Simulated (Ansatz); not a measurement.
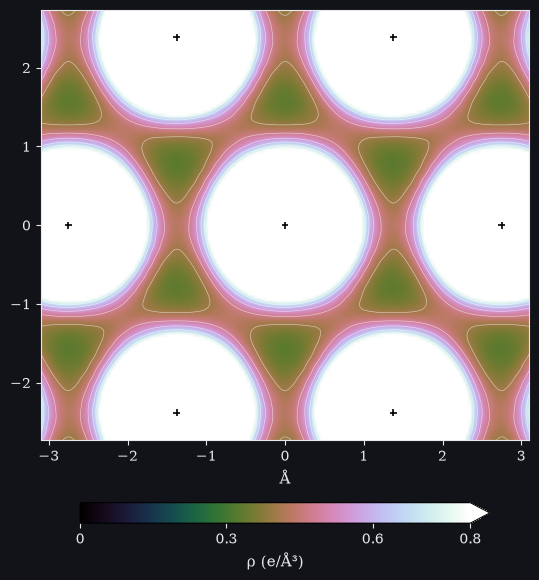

The valence charge density (pseudo) on a plane through atoms (crosses mark nuclei in the plane).

Computed with Kohn-Sham DFT of a periodic cell, LDA, Ansatz PAW (Ansatz).

Candidates:
A. HfN, a = 4.45 Å, b = 4.45 Å, c = 4.45 Å, α = 90.00°, β = 90.00°, γ = 90.00°. Space group Fm-3m; computed pressure about 4 GPa in this cell.
B. Os, a = 2.75 Å, b = 2.75 Å, c = 4.35 Å, α = 90.00°, β = 90.00°, γ = 120.00°. Space group P6₃/mmc; computed pressure about −16 GPa in this cell.

> Which candidate gave the map?

Candidate B: Os on the (001) plane of the conventional cell, which holds Os. Os–Os (2.75 Å): ρ at the midpoint is about 0.43 e/Å³.
